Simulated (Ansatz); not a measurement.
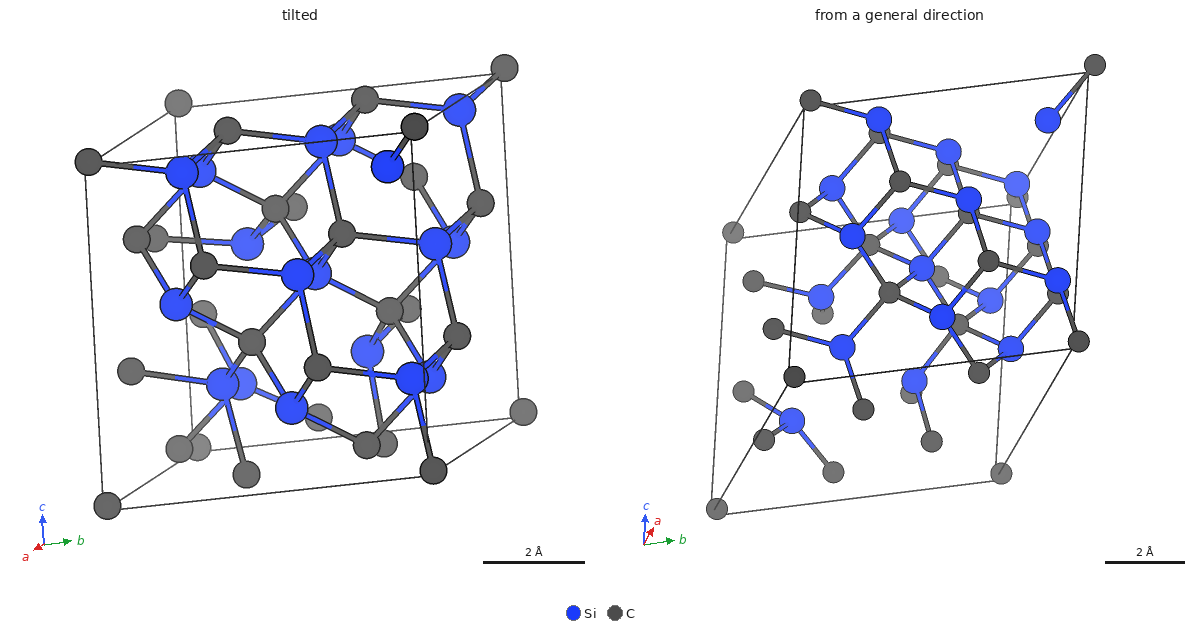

Shown here is a ball-and-stick view of the crystal, taken slightly off an axis and from a general direction. The supercell is outlined; an atom on or near a face, edge or corner is repeated at each equivalent position. The host is SiC, in a cell of 36 sites, and the cell carries a charge of +3.

**Which defect is modelled here, and what are its neighbours?**

A carbon vacancy. Around the empty site lie four Si at about 2.0 to 2.1 Å.

Setup: Ansatz 0.2.0, DFT PBE, scalar-relativistic, plane waves, PAW; a kinetic-energy cutoff of 420 eV, a 2×2×2 sampling of the Brillouin zone, Gaussian smearing of 0.01 eV, collinear spins.

**Does the defect carry a magnetic moment?**

No net moment.

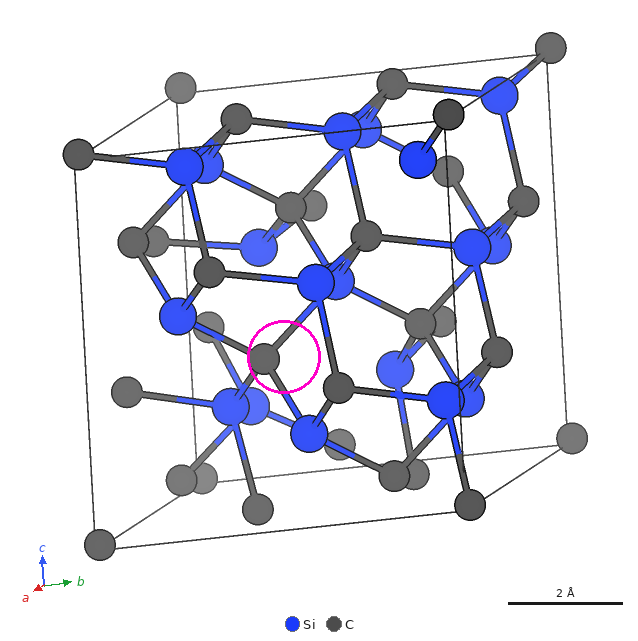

The same cell with a ring at the defect's site.

The atoms were relaxed in the host's cell with DFT PBE, scalar-relativistic, plane waves, PAW in Ansatz 0.2.0.
